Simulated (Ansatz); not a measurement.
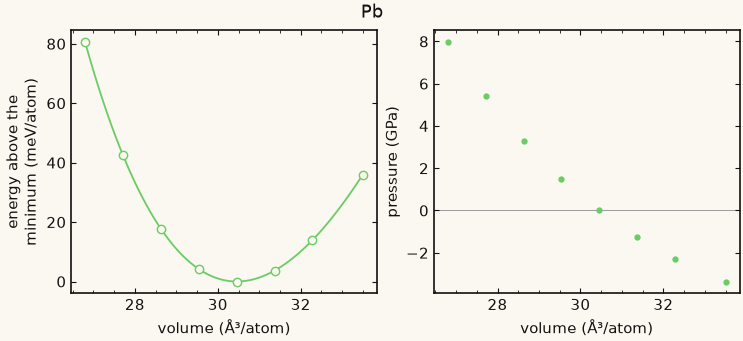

Plotted: energy above the minimum and pressure against volume for Pb, space group I4/mmm (No. 139).

The given structure:
```xyz
2
Lattice="2.9873 -1.7554 -0.4940 2.9873 1.7554 -0.4940 -3.0707 0.0000 6.3155" Properties=species:S:1:pos:R:3 pbc="T T T"
Pb   -0.7677    0.0000    1.5789
Pb    3.6715    0.0000    3.7486
```

Calculation (Ansatz 0.2.0): third-order Birch-Murnaghan fit to density functional energies at scaled volumes of the given relaxed cell, shape and atoms relaxed at each volume; energies count from the fitted minimum; plane waves with PAW datasets, Γ-centred k mesh. Level: PBE with D3(BJ), no spin polarisation.

```json
{"setting": "wave cutoff", "value": "420 eV"}
{"setting": "k mesh", "value": "14×14×8"}
{"setting": "occupations", "value": "Gaussian"}
{"setting": "smearing width", "value": "0.1 eV"}
```

**What equilibrium volume and bulk modulus follow from the curve?**

A third-order Birch–Murnaghan fit gives V0 = 30.46 Å³/atom, B0 = 45.8 GPa and B′ = 4.8.

**Read off the course of the pressure.**

It falls from 7.96 GPa at volume 26.801 Å³/atom to −3.36 GPa at 33.501 Å³/atom, and changes sign near 30.5 Å³/atom.

**Is there a gap?**

No, the levels on the k mesh show a metal at every point.

Note: structure snapped to symmetry.
